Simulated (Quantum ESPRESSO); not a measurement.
# Run report: MgS, relaxation of cell and atoms (part 3 of 4)

MgS (2 atoms in the cell); Kohn-Sham DFT of a periodic cell, LDA, SSSP 1.3 efficiency PBE, no spin polarisation (Quantum ESPRESSO 7.5); cutoff 857.16 eV, 9×9×9 k-mesh, fermi-dirac of 0.05 eV. The structure derives from an entry of the Crystallography Open Database.

Geometry of the input (Å; fractional positions):
```
0.0000  2.6016  2.6016
2.6016  0.0000  2.6016
2.6016  2.6016  0.0000
S  0.5000  0.5000  0.5000
Mg 0.0000  0.0000  0.0000
```

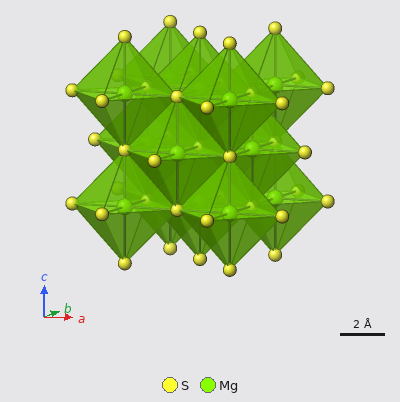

The input geometry (polyhedral view of the cell 4 times as large as that of the calculation, set on its symmetry axes, seen slightly off an axis; polyhedra are completed across the faces of the cell). An atom can appear more than once, as a periodic image.

### Output, continued
```
    -5.9125   1.1406   2.2127   3.7079  10.1639  12.2608  13.9287  14.1879
    17.3925

          k = 0.0000-0.3179 0.4769 (  2005 PWs)   bands (ev):

    -6.1106   1.2623   2.4655   4.0532  10.7112  12.1317  12.7731  14.5625
    16.8672

          k =-0.0795-0.5563 0.7153 (  2008 PWs)   bands (ev):

    -5.8804   1.0691   3.0106   3.2241   8.8548  10.3942  15.1534  16.4094
    18.4758

          k =-0.0000-0.4769 0.6358 (  2010 PWs)   bands (ev):

    -5.8108   1.3213   2.1278   3.2987   9.4526  11.6409  14.3910  15.0309
    18.3421

          k =-0.0795-0.3974 0.7153 (  2004 PWs)   bands (ev):

    -5.8265   1.4920   2.0860   3.0010  10.3912  12.5402  12.8572  14.3465
    18.9231

     the Fermi energy is     6.4874 ev

!    total energy              =     -56.16762880 Ry
     estimated scf accuracy    <          7.1E-13 Ry
     smearing contrib. (-TS)   =      -0.00000000 Ry
     internal energy E=F+TS    =     -56.16762880 Ry

     The total energy is F=E-TS. E is the sum of the following terms:
     one-electron contribution =       2.14143945 Ry
     hartree contribution      =       2.99542895 Ry
     xc contribution           =     -10.09617076 Ry
     ewald contribution        =     -21.55800814 Ry
     one-center paw contrib.   =     -29.65031829 Ry

     convergence has been achieved in   7 iterations

     Forces acting on atoms (cartesian axes, Ry/au):

     atom    1 type  1   force =     0.00000000    0.00000000   -0.00000000
     atom    2 type  2   force =     0.00000000    0.00000000    0.00000000

     Total force =     0.000000     Total SCF correction =     0.000000

     Computing stress (Cartesian axis) and pressure

          total   stress  (Ry/bohr**3)                   (kbar)     P=       -0.18
  -0.00000121   0.00000000   0.00000000           -0.18        0.00        0.00
   0.00000000  -0.00000121  -0.00000000            0.00       -0.18       -0.00
  -0.00000000  -0.00000000  -0.00000121           -0.00       -0.00       -0.18

     Energy error            =      2.8E-04 Ry
     Gradient error          =      2.8E-31 Ry/Bohr
     Cell gradient error     =      1.8E-01 kbar

     number of scf cycles    =   3
     number of bfgs steps    =   2

     enthalpy           old  =     -56.1673484719 Ry
     enthalpy           new  =     -56.1676287987 Ry

     CASE: enthalpy          _new < enthalpy          _old

     new trust radius        =       0.0002232546 bohr
     new conv_thr            =            4.0E-12 Ry

     new unit-cell volume =    229.54569 a.u.^3 (    34.01516 Ang^3 )
     density =      2.75160 g/cm^3

CELL_PARAMETERS (bohr)
   0.000000000   4.859740138   4.859740138
   4.859740138   0.000000000   4.859740138
   4.859740138   4.859740138  -0.000000000

ATOMIC_POSITIONS (bohr)
S                4.8597401379        4.8597401379        4.8597401379
Mg               0.0000000000        0.0000000000       -0.0000000000

     NEW-OLD atomic charge density approx. for the potential
     New effective cutoffs (rho, wfc):  516.53   64.47

     Self-consistent Calculation

     iteration #  1     ecut=    63.00 Ry     beta= 0.50
     Davidson diagonalization with overlap
     ethr =  1.00E-06,  avg # of iterations =  2.0

     Threshold (ethr) on eigenvalues was too large:
     Diagonalizing with lowered threshold

     Davidson diagonalization with overlap
     ethr =  1.06E-11,  avg # of iterations =  2.7

     total energy              =     -56.16762883 Ry
     estimated scf accuracy    <          9.6E-10 Ry

     iteration #  2     ecut=    63.00 Ry     beta= 0.50
     Davidson diagonalization with overlap
     ethr =  1.20E-11,  avg # of iterations =  1.0

     total energy              =     -56.16762883 Ry
     estimated scf accuracy    <          1.5E-10 Ry

     iteration #  3     ecut=    63.00 Ry     beta= 0.50
     Davidson diagonalization with overlap
     ethr =  1.85E-12,  avg # of iterations =  3.9

     total energy              =     -56.16762883 Ry
     estimated scf accuracy    <          1.0E-11 Ry

     iteration #  4     ecut=    63.00 Ry     beta= 0.50
     Davidson diagonalization with overlap
     ethr =  1.28E-13,  avg # of iterations =  4.3

     End of self-consistent calculation

          k = 0.0000 0.0000 0.0000 (  1989 PWs)   bands (ev):

    -7.6719   5.2739   5.2739   5.2739   8.9831  13.0566  13.0566  13.0566
    15.5239

          k = 0.0795 0.0795-0.0795 (  2004 PWs)   bands (ev):

    -7.5430   4.3531   5.1865   5.1865   9.6812  12.7838  13.2812  13.2812
    14.9461

          k = 0.1590 0.1590-0.1590 (  2000 PWs)   bands (ev):

    -7.1835   2.7087   4.9848   4.9848  10.1695  13.1061  13.1061  13.2651
    15.1408

          k = 0.2385 0.2385-0.2385 (  2006 PWs)   bands (ev):

    -6.6950   1.2061   4.7826   4.7826   9.9081  12.4442  12.4442  14.7385
    16.6913

          k = 0.3179 0.3179-0.3179 (  2009 PWs)   bands (ev):

    -6.3038   0.2755   4.6628   4.6628   9.6797  12.0519  12.0519  15.4659
    17.2417

          k = 0.1590 0.0000-0.0000 (  2017 PWs)   bands (ev):

    -7.5005   4.3889   4.9881   4.9881   9.9800  12.2344  13.6230  13.6230
    13.9258

          k = 0.2385 0.0795-0.0795 (  2000 PWs)   bands (ev):

    -7.2187   3.1580   4.7201   4.8025  10.6586  12.0002  12.7946  13.8981
    14.6327

          k = 0.3179 0.1590-0.1590 (  1995 PWs)   bands (ev):

    -6.7703   1.7063   4.5044   4.5148  10.4928  11.9812  13.1846  13.3073
    16.1325

          k = 0.3974 0.2385-0.2385 (  1996 PWs)   bands (ev):

    -6.3316   0.6202   4.1926   4.4468  10.2627  11.5497  12.6825  14.8898
    16.9609

          k =-0.2385-0.3974 0.3974 (  1996 PWs)   bands (ev):

    -6.1868   0.3085   3.9961   4.5338  10.2624  11.5135  12.3648  15.7605
    17.3699

          k =-0.1590-0.3179 0.3179 (  2009 PWs)   bands (ev):

    -6.4615   0.9195   3.9847   4.7460  10.4770  11.8921  12.4335  14.7056
    16.3962

          k =-0.0795-0.2385 0.2385 (  2002 PWs)   bands (ev):

    -6.9315   2.1587   4.1937   5.0062  10.7829  12.5764  12.9125  13.1173
    14.6828

          k =-0.0000-0.1590 0.1590 (  2013 PWs)   bands (ev):

    -7.3372   3.5110   4.6553   5.1919  10.4450  12.3826  13.4356  13.5824
    13.8171

          k = 0.3179 0.0000-0.0000 (  2008 PWs)   bands (ev):

    -7.0280   2.9299   4.3833   4.3833  10.5338  10.9475  13.1185  14.9936
    14.9936

          k = 0.3974 0.0795-0.0795 (  2008 PWs)   bands (ev):

    -6.6612   2.0191   3.9717   4.1329  10.0139  10.9059  13.4134  14.8502
    16.3293

          k = 0.4769 0.1590-0.1590 (  2008 PWs)   bands (ev):

    -6.2510   1.1379   3.3675   4.0525   9.7438  11.7140  13.6086  14.0813
    17.7264

          k =-0.1590-0.4769 0.4769 (  2010 PWs)   bands (ev):

    -6.0244   0.7253   2.8756   4.1635   9.8713  12.2230  13.4727  14.5475
    17.7423

          k =-0.0795-0.3974 0.3974 (  1997 PWs)   bands (ev):

    -6.1536   0.9828   2.7259   4.4340  10.3993  12.4086  13.1292  14.3221
    16.6224

          k =-0.0000-0.3179 0.3179 (  2003 PWs)   bands (ev):

    -6.5344   1.6021   3.1625   4.7698  11.1862  12.6202  12.7574  12.9963
    15.1384

          k = 0.4769-0.0000 0.0000 (  2016 PWs)   bands (ev):

    -6.3996   1.6748   3.8272   3.8272   9.0060   9.9717  15.1041  16.6688
    16.6688

          k = 0.5564 0.0795-0.0795 (  2005 PWs)   bands (ev):

    -6.0850   1.2141   3.2550   3.6994   8.7287  10.1835  15.4244  15.9708
    17.9802

          k =-0.0795-0.5564 0.5564 (  2020 PWs)   bands (ev):

    -5.8787   1.1449   2.2937   3.7822   8.9493  11.4809  15.0204  15.2141
    17.7612

          k =-0.0000-0.4769 0.4769 (  2015 PWs)   bands (ev):

    -5.9109   1.4081   1.7233   4.0552   9.5225  12.9801  14.0867  14.5141
    16.9977

          k = 0.6359 0.0000-0.0000 (  2012 PWs)   bands (ev):

    -5.9096   0.9135   3.5139   3.5139   8.0047   9.4655  17.0668  18.3176
    18.3193

          k =-0.0000-0.6359 0.6359 (  2014 PWs)   bands (ev):

    -5.8255   0.9127   2.9722   3.5438   8.2496   9.9415  16.6356  16.8427
    18.2717

          k = 0.3179 0.1590 0.0000 (  1998 PWs)   bands (ev):

    -6.8918   2.3693   3.9700   4.7050  11.1277  11.6438  12.2707  14.2896
    14.8808

          k = 0.3974 0.2385-0.0795 (  2007 PWs)   bands (ev):

    -6.4567   1.3885   3.4448   4.4334  10.9188  11.5918  12.7568  13.9576
    16.2582

          k =-0.2385-0.3974 0.5564 (  2007 PWs)   bands (ev):

    -6.1187   0.6838   3.2394   4.2027  10.8236  11.1406  13.3086  14.6560
    17.5724

          k = 0.4769 0.1590 0.0000 (  2014 PWs)   bands (ev):

    -6.3135   1.5095   3.3547   3.8643   9.7397  10.8388  13.5685  15.6217
    16.7161

          k =-0.1590-0.4769 0.6359 (  2007 PWs)   bands (ev):

    -6.0000   1.1559   2.6833   3.6170   9.8443  11.7528  13.2695  15.2437
    17.7740

          k =-0.0795-0.3974 0.5564 (  2005 PWs)   bands (ev):

    -5.9107   1.1419   2.2142   3.7098  10.1667  12.2638  13.9317  14.1911
    17.3961

          k = 0.0000-0.3179 0.4769 (  2005 PWs)   bands (ev):

    -6.1090   1.2637   2.4670   4.0551  10.7141  12.1349  12.7757  14.5661
    16.8703

          k =-0.0795-0.5564 0.7154 (  2008 PWs)   bands (ev):

    -5.8786   1.0704   3.0122   3.2259   8.8577  10.3962  15.1568  16.4132
    18.4800

          k =-0.0000-0.4769 0.6359 (  2010 PWs)   bands (ev):

    -5.8090   1.3226   2.1293   3.3005   9.4555  11.6434  14.3944  15.0342
    18.3465

          k =-0.0795-0.3974 0.7154 (  2004 PWs)   bands (ev):

    -5.8246   1.4933   2.0875   3.0028  10.3944  12.5427  12.8603  14.3496
    18.9271

     the Fermi energy is     6.4901 ev

!    total energy              =     -56.16762883 Ry
     estimated scf accuracy    <          8.2E-14 Ry
     smearing contrib. (-TS)   =      -0.00000000 Ry
     internal energy E=F+TS    =     -56.16762883 Ry

     The total energy is F=E-TS. E is the sum of the following terms:
     one-electron contribution =       2.14381479 Ry
     hartree contribution      =       2.99488430 Ry
     xc contribution           =     -10.09638033 Ry
     ewald contribution        =     -21.55959642 Ry
     one-center paw contrib.   =     -29.65035116 Ry

     convergence has been achieved in   4 iterations

     Forces acting on atoms (cartesian axes, Ry/au):

     atom    1 type  1   force =    -0.00000000    0.00000000    0.00000000
     atom    2 type  2   force =    -0.00000000    0.00000000   -0.00000000

     Total force =     0.000000     Total SCF correction =     0.000000

     Computing stress (Cartesian axis) and pressure

          total   stress  (Ry/bohr**3)                   (kbar)     P=        0.01
   0.00000004   0.00000000  -0.00000000            0.01        0.00       -0.00
  -0.00000000   0.00000004  -0.00000000           -0.00        0.01       -0.00
  -0.00000000  -0.00000000   0.00000004           -0.00       -0.00        0.01

     Energy error            =      3.0E-08 Ry
     Gradient error          =      3.8E-31 Ry/Bohr
     Cell gradient error     =      5.4E-03 kbar

     bfgs converged in   4 scf cycles and   3 bfgs steps
     (criteria: energy <  1.0E-05 Ry, force <  4.0E-04 Ry/Bohr, cell <  3.0E-01 kbar)

     End of BFGS Geometry Optimization

     Final enthalpy           =     -56.1676288286 Ry

     File ./tmp/pwscf.bfgs deleted, as requested
Begin final coordinates
     new unit-cell volume =    229.54569 a.u.^3 (    34.01516 Ang^3 )
     density =      2.75160 g/cm^3

CELL_PARAMETERS (bohr)
   0.000000000   4.859740138   4.859740138
   4.859740138   0.000000000   4.859740138
   4.859740138   4.859740138  -0.000000000

ATOMIC_POSITIONS (bohr)
S                4.8597401379        4.8597401379        4.8597401379
Mg               0.0000000000        0.0000000000       -0.0000000000
End final coordinates

     Final scf calculation at the relaxed structure.
     The G-vectors are recalculated for the final unit cell
     Results may differ from those at the preceding step.

     G-vector sticks info
     --------------------
     sticks:   dense  smooth     PW     G-vecs:    dense   smooth      PW
     Sum        1651     823    253                44039    15593    2637

     Using Slab Decomposition

     bravais-lattice index     =            0
     lattice parameter (alat)  =       6.9528  a.u.
     unit-cell volume          =     229.5457 (a.u.)^3
     number of atoms/cell      =            2
     number of atomic types    =            2
     number of electrons       =         8.00
     number of Kohn-Sham states=            9
     kinetic-energy cutoff     =      63.0000  Ry
     charge density cutoff     =     506.0000  Ry
     scf convergence threshold =      4.0E-12
     mixing beta               =       0.5000
     number of iterations used =            8  plain     mixing
     press convergence thresh. =      3.0E-01
     Exchange-correlation= PZ
                           (   1   1   0   0   0   0   0)

     celldm(1)=   6.952848  celldm(2)=   0.000000  celldm(3)=   0.000000
     celldm(4)=   0.000000  celldm(5)=   0.000000  celldm(6)=   0.000000

     crystal axes: (cart. coord. in units of alat)
               a(1) = (   0.000000   0.698957   0.698957 )
               a(2) = (   0.698957   0.000000   0.698957 )
               a(3) = (   0.698957   0.698957  -0.000000 )

     reciprocal axes: (cart. coord. in units 2 pi/alat)
               b(1) = ( -0.715352  0.715352  0.715352 )
               b(2) = (  0.715352 -0.715352  0.715352 )
               b(3) = (  0.715352  0.715352 -0.715352 )

     PseudoPot. # 1 for S  read from file:
     s_pbe_v1.4.uspp.F.UPF
     Pseudo is Ultrasoft + core correction, Zval =  6.0
     Generated by new atomic code, or converted to UPF format
     Using radial grid of  907 points,  6 beta functions with:
                l(1) =   0
                l(2) =   0
                l(3) =   1
                l(4) =   1
                l(5) =   2
                l(6) =   2
     Q(r) pseudized with  8 coefficients,  rinner =    1.300   1.300   1.300
                                                       1.300   1.300

     PseudoPot. # 2 for Mg read from file:
     Mg.pbe-n-kjpaw_psl.0.3.0.UPF
     Pseudo is Projector augmented-wave + core cor, Zval =  2.0
     Generated using "atomic" code by A. Dal Corso  v.5.0.99 svn rev. 10869
     Shape of augmentation charge: PSQ
     Using radial grid of 1129 points,  4 beta functions with:
                l(1) =   0
                l(2) =   0
                l(3) =   1
                l(4) =   1
     Q(r) pseudized with 0 coefficients

     atomic species   valence    mass     pseudopotential
     S                 6.00    32.06000     S ( 1.00)
     Mg                2.00    24.30500     Mg( 1.00)

     48 Sym. Ops., with inversion, found

   Cartesian axes

     site n.     atom                  positions (alat units)
         1        S      tau(   1) = (   0.6989568   0.6989568   0.6989568  )
         2        Mg     tau(   2) = (   0.0000000   0.0000000  -0.0000000  )
```
